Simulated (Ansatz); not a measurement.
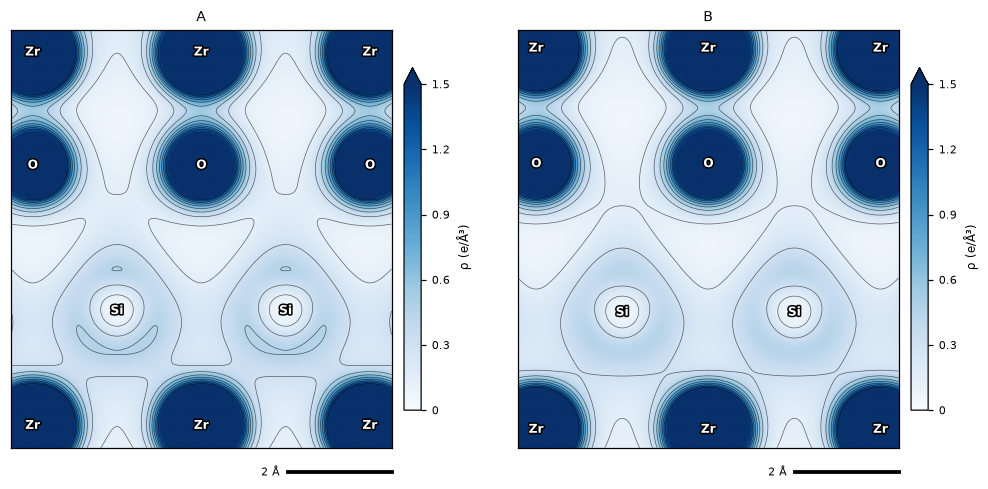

ZrSiO. The valence pseudo-density of two cells that differ in size, on the (010) plane of each (indices in the axes of the calculation cell), at one length scale and on one colour scale: B has 13.5 Å³ an atom and A 12.7.

Method: Kohn-Sham DFT of a periodic cell, PBE, Ansatz PAW in Ansatz 0.2.0.

The density is the valence pseudo-density of a PAW calculation; it isn't the true density close to the nuclei.

The larger cell:

```cif
data_structure
_symmetry_space_group_name_H-M 'P 1'
_symmetry_Int_Tables_number 1
_cell_length_a 3.3200
_cell_length_b 3.3200
_cell_length_c 7.3518
_cell_angle_alpha 90.000
_cell_angle_beta 90.000
_cell_angle_gamma 90.000
_cell_volume 81.03
loop_
_atom_site_label
_atom_site_type_symbol
_atom_site_fract_x
_atom_site_fract_y
_atom_site_fract_z
_atom_site_occupancy
Zr1 Zr 0.50000 0.00000 0.30841 1
Zr2 Zr 0.00000 0.50000 0.69159 1
Si1 Si 0.00000 0.00000 0.00000 1
Si2 Si 0.50000 0.50000 0.00000 1
O1 O 0.50000 0.00000 0.61129 1
O2 O 0.00000 0.50000 0.38871 1
```

The smaller cell: a = 3.252 Å, b = 3.252 Å, c = 7.202 Å, α = 90.00°, β = 90.00°, γ = 90.00°.

What does the compression do to the bonding and the properties?

Answer. From the larger cell to the smaller, Zr–Si goes from 2.81 to 2.75 Å, and the density at its midpoint from 0.3 to 0.32 e/Å³; Zr–O goes from 2.23 to 2.18 Å, and the density at its midpoint from 0.5 to 0.55 e/Å³; the pressure goes from −1.6 to 11 GPa.
